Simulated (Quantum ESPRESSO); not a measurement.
Band-structure run of SnTe (part 1 of 3)

The run: band-structure run of SnTe (Fm-3m, 2 atoms in the cell). Method and program: Kohn-Sham DFT of a periodic cell, SCAN, SG15 PBE 1.2, no spin polarisation (Quantum ESPRESSO 7.5).

The structure derives from an entry of the Crystallography Open Database.

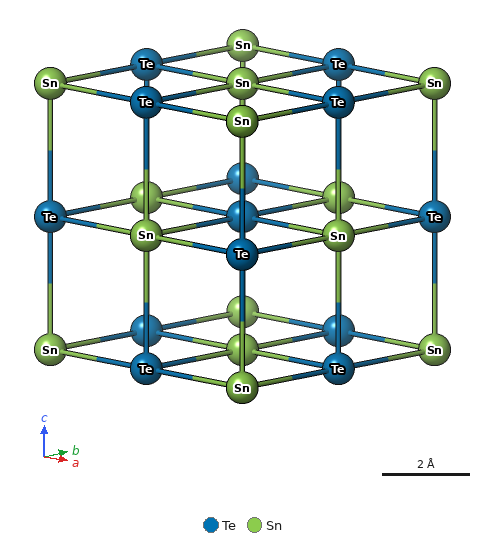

**Figure 1.** The structure as given in the input (ball-and-stick view of the cell 4 times as large as that of the calculation, set on its symmetry axes, seen at an oblique angle).

The input:
```
&CONTROL
  calculation = 'scf'
  prefix = 'pwscf'
  outdir = './tmp'
  pseudo_dir = './pseudo'
  tprnfor = .true.
  tstress = .true.
  disk_io = 'low'
/
&SYSTEM
  ibrav = 0
  nat = 2
  ntyp = 2
  ecutwfc = 70
  nbnd = 22
  input_dft = 'scan'
  occupations = 'smearing'
  smearing = 'fd'
  degauss = 0.00367493
  nosym = .true.
/
&ELECTRONS
  conv_thr = 1d-08
  electron_maxstep = 120
  mixing_beta = 0.5
/
ATOMIC_SPECIES
Te   127.6000 Te_ONCV_PBE-1.2.upf
Sn   118.7100 Sn_ONCV_PBE-1.2.upf
CELL_PARAMETERS bohr
   0.0000000000    5.9542435598    5.9542435598
   5.9542435598    0.0000000000    5.9542435598
   5.9542435598    5.9542435598    0.0000000000
ATOMIC_POSITIONS bohr
Te     5.9542435598    5.9542435598    5.9542435598
Sn     0.0000000000    0.0000000000    0.0000000000
K_POINTS automatic
5 5 5 0 0 0
```

File pp_density.in:
```
&INPUTPP
  prefix = 'pwscf'
  outdir = './tmp'
  filplot = 'density.dat'
  plot_num = 0
/
&PLOT
  nfile = 1
  filepp(1) = 'density.dat'
  iflag = 3
  output_format = 6
  fileout = 'density.cube'
/
```

File pp_potential.in:
```
&INPUTPP
  prefix = 'pwscf'
  outdir = './tmp'
  filplot = 'potential.dat'
  plot_num = 11
/
&PLOT
  nfile = 1
  filepp(1) = 'potential.dat'
  iflag = 3
  output_format = 6
  fileout = 'potential.cube'
/
```

File pp_elf.in:
```
&INPUTPP
  prefix = 'pwscf'
  outdir = './tmp'
  filplot = 'elf.dat'
  plot_num = 8
/
&PLOT
  nfile = 1
  filepp(1) = 'elf.dat'
  iflag = 3
  output_format = 6
  fileout = 'elf.cube'
/
```

File bands.in:
```
&CONTROL
  calculation = 'bands'
  prefix = 'pwscf'
  outdir = './tmp'
  pseudo_dir = './pseudo'
  disk_io = 'low'
  verbosity = 'high'
/
&SYSTEM
  ibrav = 0
  nat = 2
  ntyp = 2
  ecutwfc = 70
  nbnd = 22
  input_dft = 'scan'
  occupations = 'smearing'
  smearing = 'fd'
  degauss = 0.00367493
  nosym = .true.
/
&ELECTRONS
  conv_thr = 1d-08
  electron_maxstep = 120
  mixing_beta = 0.5
  diago_full_acc = .true.
  startingwfc = 'random'
/
ATOMIC_SPECIES
Te   127.6000 Te_ONCV_PBE-1.2.upf
Sn   118.7100 Sn_ONCV_PBE-1.2.upf
CELL_PARAMETERS bohr
   0.0000000000    5.9542435598    5.9542435598
   5.9542435598    0.0000000000    5.9542435598
   5.9542435598    5.9542435598    0.0000000000
ATOMIC_POSITIONS bohr
Te     5.9542435598    5.9542435598    5.9542435598
Sn     0.0000000000    0.0000000000    0.0000000000
K_POINTS crystal
60
 0.0000000000  0.0000000000  0.0000000000 1
 0.0625000000  0.0000000000  0.0625000000 1
 0.1250000000  0.0000000000  0.1250000000 1
 0.1875000000  0.0000000000  0.1875000000 1
 0.2500000000  0.0000000000  0.2500000000 1
 0.3125000000  0.0000000000  0.3125000000 1
 0.3750000000  0.0000000000  0.3750000000 1
 0.4375000000  0.0000000000  0.4375000000 1
 0.5000000000  0.0000000000  0.5000000000 1
 0.5000000000  0.0625000000  0.5625000000 1
 0.5000000000  0.1250000000  0.6250000000 1
 0.5000000000  0.1875000000  0.6875000000 1
 0.5000000000  0.2500000000  0.7500000000 1
 0.4375000000  0.3125000000  0.7500000000 1
 0.3750000000  0.3750000000  0.7500000000 1
 0.3375000000  0.3375000000  0.6750000000 1
 0.3000000000  0.3000000000  0.6000000000 1
 0.2625000000  0.2625000000  0.5250000000 1
 0.2250000000  0.2250000000  0.4500000000 1
 0.1875000000  0.1875000000  0.3750000000 1
 0.1500000000  0.1500000000  0.3000000000 1
 0.1125000000  0.1125000000  0.2250000000 1
 0.0750000000  0.0750000000  0.1500000000 1
 0.0375000000  0.0375000000  0.0750000000 1
 0.0000000000  0.0000000000  0.0000000000 1
 0.0625000000  0.0625000000  0.0625000000 1
 0.1250000000  0.1250000000  0.1250000000 1
 0.1875000000  0.1875000000  0.1875000000 1
 0.2500000000  0.2500000000  0.2500000000 1
 0.3125000000  0.3125000000  0.3125000000 1
 0.3750000000  0.3750000000  0.3750000000 1
 0.4375000000  0.4375000000  0.4375000000 1
 0.5000000000  0.5000000000  0.5000000000 1
 0.5250000000  0.4500000000  0.5250000000 1
 0.5500000000  0.4000000000  0.5500000000 1
 0.5750000000  0.3500000000  0.5750000000 1
 0.6000000000  0.3000000000  0.6000000000 1
 0.6250000000  0.2500000000  0.6250000000 1
 0.5833333333  0.2500000000  0.6666666667 1
 0.5416666667  0.2500000000  0.7083333333 1
 0.5000000000  0.2500000000  0.7500000000 1
 0.5000000000  0.2857142857  0.7142857143 1
 0.5000000000  0.3214285714  0.6785714286 1
 0.5000000000  0.3571428571  0.6428571429 1
 0.5000000000  0.3928571429  0.6071428571 1
 0.5000000000  0.4285714286  0.5714285714 1
 0.5000000000  0.4642857143  0.5357142857 1
 0.5000000000  0.5000000000  0.5000000000 1
 0.4821428571  0.4821428571  0.5357142857 1
 0.4642857143  0.4642857143  0.5714285714 1
 0.4464285714  0.4464285714  0.6071428571 1
 0.4285714286  0.4285714286  0.6428571429 1
 0.4107142857  0.4107142857  0.6785714286 1
 0.3928571429  0.3928571429  0.7142857143 1
 0.3750000000  0.3750000000  0.7500000000 1
 0.6250000000  0.2500000000  0.6250000000 1
 0.5937500000  0.1875000000  0.5937500000 1
 0.5625000000  0.1250000000  0.5625000000 1
 0.5312500000  0.0625000000  0.5312500000 1
 0.5000000000  0.0000000000  0.5000000000 1
```

Launch command:
```bash
OMP_NUM_THREADS=1 mpirun -n 2 pw.x -nk 2 -in pw.in > pw.out
OMP_NUM_THREADS=1 mpirun -n 1 pp.x -in pp_density.in > pp_density.out
OMP_NUM_THREADS=1 mpirun -n 1 pp.x -in pp_potential.in > pp_potential.out
OMP_NUM_THREADS=1 mpirun -n 1 pp.x -in pp_elf.in > pp_elf.out
OMP_NUM_THREADS=1 mpirun -n 2 pw.x -nk 2 -in bands.in > bands.out
```

The program's output:
```
This program is part of the open-source Quantum ESPRESSO suite
     for quantum simulation of materials; please cite
         "P. Giannozzi et al., J. Phys.:Condens. Matter 21 395502 (2009);
         "P. Giannozzi et al., J. Phys.:Condens. Matter 29 465901 (2017);
         "P. Giannozzi et al., J. Chem. Phys. 152 154105 (2020);
          URL
     in publications or presentations arising from this work. More details at

     IMPORTANT: XC functional enforced from input :
     Exchange-correlation= SCAN
                           (   0   0   0   0   0 263 267)
     Any further DFT definition will be discarded
     Please, verify this is what you really want

     K-points division:     npool     =       2
     Subspace diagonalization in iterative solution of the eigenvalue problem:
     a serial algorithm will be used

     G-vector sticks info
     --------------------
     sticks:   dense  smooth     PW     G-vecs:    dense   smooth      PW
     Sum        1369    1369    397                33487    33487    5209

     Using Slab Decomposition

     bravais-lattice index     =            0
     lattice parameter (alat)  =       8.4206  a.u.
     unit-cell volume          =     422.1918 (a.u.)^3
     number of atoms/cell      =            2
     number of atomic types    =            2
     number of electrons       =        30.00
     number of Kohn-Sham states=           22
     kinetic-energy cutoff     =      70.0000  Ry
     charge density cutoff     =     280.0000  Ry
     scf convergence threshold =      1.0E-08
     mixing beta               =       0.5000
     number of iterations used =            8  plain     mixing
     Exchange-correlation= SCAN
                           (   0   0   0   0   0 263 267)

     celldm(1)=   8.420572  celldm(2)=   0.000000  celldm(3)=   0.000000
     celldm(4)=   0.000000  celldm(5)=   0.000000  celldm(6)=   0.000000

     crystal axes: (cart. coord. in units of alat)
               a(1) = (   0.000000   0.707107   0.707107 )
               a(2) = (   0.707107   0.000000   0.707107 )
               a(3) = (   0.707107   0.707107   0.000000 )

     reciprocal axes: (cart. coord. in units 2 pi/alat)
               b(1) = ( -0.707107  0.707107  0.707107 )
               b(2) = (  0.707107 -0.707107  0.707107 )
               b(3) = (  0.707107  0.707107 -0.707107 )

     PseudoPot. # 1 for Te read from file:
     Te_ONCV_PBE-1.2.upf
     Pseudo is Norm-conserving, Zval = 16.0
     Generated using ONCVPSP code by D. R. Hamann
     Using radial grid of  602 points,  6 beta functions with:
                l(1) =   0
                l(2) =   0
                l(3) =   1
                l(4) =   1
                l(5) =   2
                l(6) =   2

     PseudoPot. # 2 for Sn read from file:
     Sn_ONCV_PBE-1.2.upf
     Pseudo is Norm-conserving, Zval = 14.0
     Generated using ONCVPSP code by D. R. Hamann
     Using radial grid of  602 points,  6 beta functions with:
                l(1) =   0
                l(2) =   0
                l(3) =   1
                l(4) =   1
                l(5) =   2
                l(6) =   2

     atomic species   valence    mass     pseudopotential
     Te               16.00   127.60000     Te( 1.00)
     Sn               14.00   118.71000     Sn( 1.00)

     No symmetry found

   Cartesian axes

     site n.     atom                  positions (alat units)
         1        Te     tau(   1) = (   0.7071068   0.7071068   0.7071068  )
         2        Sn     tau(   2) = (   0.0000000   0.0000000   0.0000000  )

     number of k points=    63  Fermi-Dirac smearing, width (Ry)=  0.0037
                       cart. coord. in units 2pi/alat
        k(    1) = (   0.0000000   0.0000000   0.0000000), wk =   0.0160000
        k(    2) = (   0.1414214   0.1414214  -0.1414214), wk =   0.0320000
        k(    3) = (   0.2828427   0.2828427  -0.2828427), wk =   0.0320000
        k(    4) = (   0.1414214  -0.1414214   0.1414214), wk =   0.0320000
        k(    5) = (   0.2828427  -0.0000000   0.0000000), wk =   0.0320000
        k(    6) = (   0.4242641   0.1414214  -0.1414214), wk =   0.0320000
        k(    7) = (  -0.1414214  -0.4242641   0.4242641), wk =   0.0320000
        k(    8) = (   0.0000000  -0.2828427   0.2828427), wk =   0.0320000
        k(    9) = (   0.2828427  -0.2828427   0.2828427), wk =   0.0320000
        k(   10) = (   0.4242641  -0.1414214   0.1414214), wk =   0.0320000
        k(   11) = (   0.5656854  -0.0000000   0.0000000), wk =   0.0320000
        k(   12) = (   0.0000000  -0.5656854   0.5656854), wk =   0.0320000
        k(   13) = (   0.1414214  -0.4242641   0.4242641), wk =   0.0320000
        k(   14) = (  -0.1414214   0.1414214   0.1414214), wk =   0.0320000
        k(   15) = (  -0.0000000   0.2828427   0.0000000), wk =   0.0320000
        k(   16) = (   0.1414214   0.4242641  -0.1414214), wk =   0.0320000
        k(   17) = (  -0.4242641  -0.1414214   0.4242641), wk =   0.0320000
        k(   18) = (  -0.2828427   0.0000000   0.2828427), wk =   0.0320000
        k(   19) = (   0.0000000  -0.0000000   0.2828427), wk =   0.0320000
        k(   20) = (   0.1414214   0.1414214   0.1414214), wk =   0.0320000
        k(   21) = (   0.2828427   0.2828427   0.0000000), wk =   0.0320000
        k(   22) = (  -0.2828427  -0.2828427   0.5656854), wk =   0.0320000
        k(   23) = (  -0.1414214  -0.1414214   0.4242641), wk =   0.0320000
        k(   24) = (   0.1414214  -0.1414214   0.4242641), wk =   0.0320000
        k(   25) = (   0.2828427  -0.0000000   0.2828427), wk =   0.0320000
        k(   26) = (   0.4242641   0.1414214   0.1414214), wk =   0.0320000
        k(   27) = (  -0.1414214  -0.4242641   0.7071068), wk =   0.0320000
        k(   28) = (   0.0000000  -0.2828427   0.5656854), wk =   0.0320000
        k(   29) = (  -0.4242641   0.4242641  -0.1414214), wk =   0.0320000
        k(   30) = (  -0.2828427   0.5656854  -0.2828427), wk =   0.0320000
        k(   31) = (  -0.1414214   0.7071068  -0.4242641), wk =   0.0320000
        k(   32) = (  -0.7071068   0.1414214   0.1414214), wk =   0.0320000
        k(   33) = (  -0.5656854   0.2828427  -0.0000000), wk =   0.0320000
        k(   34) = (  -0.2828427   0.2828427   0.0000000), wk =   0.0320000
        k(   35) = (  -0.1414214   0.4242641  -0.1414214), wk =   0.0320000
        k(   36) = (   0.0000000   0.5656854  -0.2828427), wk =   0.0320000
        k(   37) = (  -0.5656854  -0.0000000   0.2828427), wk =   0.0320000
        k(   38) = (  -0.4242641   0.1414214   0.1414214), wk =   0.0320000
        k(   39) = (  -0.2828427   0.2828427   0.2828427), wk =   0.0320000
        k(   40) = (  -0.1414214   0.4242641   0.1414214), wk =   0.0320000
        k(   41) = (  -0.0000000   0.5656854   0.0000000), wk =   0.0320000
        k(   42) = (  -0.5656854   0.0000000   0.5656854), wk =   0.0320000
        k(   43) = (  -0.4242641   0.1414214   0.4242641), wk =   0.0320000
        k(   44) = (  -0.1414214   0.1414214   0.4242641), wk =   0.0320000
        k(   45) = (   0.0000000   0.2828427   0.2828427), wk =   0.0320000
        k(   46) = (   0.1414214   0.4242641   0.1414214), wk =   0.0320000
        k(   47) = (  -0.4242641  -0.1414214   0.7071068), wk =   0.0320000
        k(   48) = (  -0.2828427   0.0000000   0.5656854), wk =   0.0320000
        k(   49) = (   0.0000000  -0.0000000   0.5656854), wk =   0.0320000
        k(   50) = (   0.1414214   0.1414214   0.4242641), wk =   0.0320000
        k(   51) = (   0.2828427   0.2828427   0.2828427), wk =   0.0320000
        k(   52) = (  -0.2828427  -0.2828427   0.8485281), wk =   0.0320000
        k(   53) = (  -0.1414214  -0.1414214   0.7071068), wk =   0.0320000
        k(   54) = (  -0.5656854   0.5656854  -0.0000000), wk =   0.0320000
        k(   55) = (  -0.4242641   0.7071068  -0.1414214), wk =   0.0320000
        k(   56) = (  -0.2828427   0.8485281  -0.2828427), wk =   0.0320000
        k(   57) = (  -0.8485281   0.2828427   0.2828427), wk =   0.0320000
        k(   58) = (  -0.7071068   0.4242641   0.1414214), wk =   0.0320000
        k(   59) = (  -0.4242641   0.4242641   0.1414214), wk =   0.0320000
        k(   60) = (  -0.2828427   0.5656854   0.0000000), wk =   0.0320000
        k(   61) = (  -0.1414214   0.7071068  -0.1414214), wk =   0.0320000
        k(   62) = (  -0.7071068   0.1414214   0.4242641), wk =   0.0320000
        k(   63) = (  -0.5656854   0.2828427   0.2828427), wk =   0.0320000

     Dense  grid:    33487 G-vectors     FFT dimensions: (  45,  45,  45)

     WARNING: libxc functional with ID  263 depends
      on external parameters: check the user_guide of
      QE if you need to modify them or to check their
      default values.

     Initial potential from superposition of free atoms

     starting charge      29.8745, renormalised to      30.0000
     Starting wfcs are random

     Self-consistent Calculation

     iteration #  1     ecut=    70.00 Ry     beta= 0.50
     Davidson diagonalization with overlap
     ethr =  1.00E-02,  avg # of iterations =  8.7

     total energy              =    -293.59715906 Ry
     estimated scf accuracy    <      57.29489906 Ry

     iteration #  2     ecut=    70.00 Ry     beta= 0.50
     Davidson diagonalization with overlap
     ethr =  1.00E-02,  avg # of iterations =  1.0

     total energy              =    -294.08494093 Ry
     estimated scf accuracy    <      17.34524075 Ry

     iteration #  3     ecut=    70.00 Ry     beta= 0.50
     Davidson diagonalization with overlap
     ethr =  1.00E-02,  avg # of iterations =  1.0

     total energy              =    -294.10571858 Ry
     estimated scf accuracy    <       0.12647066 Ry

     iteration #  4     ecut=    70.00 Ry     beta= 0.50
     Davidson diagonalization with overlap
     ethr =  4.22E-04,  avg # of iterations =  1.8

     total energy              =    -294.10748576 Ry
     estimated scf accuracy    <       0.00739154 Ry

     iteration #  5     ecut=    70.00 Ry     beta= 0.50
     Davidson diagonalization with overlap
     ethr =  2.46E-05,  avg # of iterations =  6.2

     total energy              =    -294.10778765 Ry
     estimated scf accuracy    <       0.00015272 Ry

     iteration #  6     ecut=    70.00 Ry     beta= 0.50
     Davidson diagonalization with overlap
     ethr =  5.09E-07,  avg # of iterations =  2.9

     total energy              =    -294.10783324 Ry
     estimated scf accuracy    <       0.00006324 Ry

     iteration #  7     ecut=    70.00 Ry     beta= 0.50
     Davidson diagonalization with overlap
     ethr =  2.11E-07,  avg # of iterations =  2.0

     total energy              =    -294.10784137 Ry
     estimated scf accuracy    <       0.00000470 Ry

     iteration #  8     ecut=    70.00 Ry     beta= 0.50
     Davidson diagonalization with overlap
     ethr =  1.57E-08,  avg # of iterations =  2.0

     total energy              =    -294.10784306 Ry
     estimated scf accuracy    <       0.00001372 Ry

     iteration #  9     ecut=    70.00 Ry     beta= 0.50
     Davidson diagonalization with overlap
     ethr =  1.57E-08,  avg # of iterations =  2.0

     total energy              =    -294.10784358 Ry
     estimated scf accuracy    <       0.00000006 Ry

     iteration # 10     ecut=    70.00 Ry     beta= 0.50
     Davidson diagonalization with overlap
     ethr =  1.98E-10,  avg # of iterations =  2.3

     total energy              =    -294.10784362 Ry
     estimated scf accuracy    <       0.00000004 Ry

     iteration # 11     ecut=    70.00 Ry     beta= 0.50
     Davidson diagonalization with overlap
     ethr =  1.28E-10,  avg # of iterations =  2.2

     total energy              =    -294.10784364 Ry
     estimated scf accuracy    <       0.00000001 Ry

     iteration # 12     ecut=    70.00 Ry     beta= 0.50
     Davidson diagonalization with overlap
     ethr =  3.40E-11,  avg # of iterations =  1.5

     End of self-consistent calculation

          k = 0.0000 0.0000 0.0000 (  4279 PWs)   bands (ev):

   -25.6081 -25.6081 -25.6081 -25.5441 -25.5441 -10.6420 -10.6420 -10.6264
   -10.6264 -10.6264  -2.6057   5.7515   8.4313   8.4313   8.4313  14.1449
    14.1449  14.1449  16.1205  16.1205  16.1205  18.2878

          k = 0.1414 0.1414-0.1414 (  4164 PWs)   bands (ev):

   -25.6079 -25.6078 -25.6078 -25.5439 -25.5439 -10.6447 -10.6447 -10.6258
   -10.6238 -10.6238  -2.2680   4.2539   8.5221   8.5221   9.4331  12.8038
    12.8038  12.9131  16.1878  16.9382  16.9382  20.4459

          k = 0.2828 0.2828-0.2828 (  4179 PWs)   bands (ev):

   -25.6076 -25.6073 -25.6073 -25.5437 -25.5437 -10.6497 -10.6497 -10.6249
   -10.6190 -10.6190  -1.4900   2.3649   8.7896   8.7896  10.4067  11.3264
    11.3264  11.4041  18.0008  19.1702  19.1702  21.3128

          k = 0.1414-0.1414 0.1414 (  4164 PWs)   bands (ev):

   -25.6079 -25.6078 -25.6078 -25.5439 -25.5439 -10.6447 -10.6447 -10.6258
   -10.6238 -10.6238  -2.2680   4.2539   8.5221   8.5221   9.4331  12.8038
    12.8038  12.9131  16.1878  16.9382  16.9382  20.4459

          k = 0.2828-0.0000 0.0000 (  4164 PWs)   bands (ev):

   -25.6082 -25.6075 -25.6075 -25.5441 -25.5438 -10.6510 -10.6399 -10.6280
   -10.6219 -10.6219  -2.1578   4.3633   7.7753   7.7753   9.5992  11.8515
    14.4748  14.4748  14.6775  18.1263  18.1263  18.7803

          k = 0.4243 0.1414-0.1414 (  4146 PWs)   bands (ev):

   -25.6080 -25.6071 -25.6070 -25.5441 -25.5436 -10.6571 -10.6424 -10.6269
   -10.6188 -10.6174  -1.5175   3.0821   7.4804   7.6216   8.3743  13.1103
    13.5540  13.9176  15.2181  19.9258  20.2648  21.0496

          k =-0.1414-0.4243 0.4243 (  4177 PWs)   bands (ev):

   -25.6075 -25.6072 -25.6070 -25.5439 -25.5436 -10.6547 -10.6479 -10.6231
   -10.6196 -10.6173  -1.1482   2.3591   6.6994   8.2040   9.1234  12.1071
    12.3955  14.5299  17.6167  18.3819  19.1608  22.0428

          k = 0.0000-0.2828 0.2828 (  4181 PWs)   bands (ev):

   -25.6077 -25.6075 -25.6074 -25.5438 -25.5438 -10.6491 -10.6472 -10.6245
   -10.6215 -10.6203  -1.7677   3.2651   7.0447   9.0183  10.3885  11.3430
    11.3893  14.6601  16.5402  17.2283  19.5777  20.0170

          k = 0.2828-0.2828 0.2828 (  4179 PWs)   bands (ev):

   -25.6076 -25.6073 -25.6073 -25.5437 -25.5437 -10.6497 -10.6497 -10.6249
   -10.6190 -10.6190  -1.4900   2.3649   8.7896   8.7896  10.4067  11.3264
    11.3264  11.4041  18.0008  19.1702  19.1702  21.3128

          k = 0.4243-0.1414 0.1414 (  4146 PWs)   bands (ev):

   -25.6080 -25.6071 -25.6070 -25.5441 -25.5436 -10.6571 -10.6424 -10.6269
   -10.6188 -10.6174  -1.5175   3.0821   7.4804   7.6216   8.3743  13.1103
    13.5540  13.9176  15.2181  19.9258  20.2648  21.0496

          k = 0.5657-0.0000 0.0000 (  4144 PWs)   bands (ev):

   -25.6085 -25.6065 -25.6065 -25.5445 -25.5434 -10.6674 -10.6366 -10.6307
   -10.6141 -10.6141  -1.1883   3.7106   5.8783   6.9490   6.9490  13.5959
    15.4994  15.4994  16.0746  20.0995  21.1463  22.3171

          k = 0.0000-0.5657 0.5657 (  4176 PWs)   bands (ev):
```
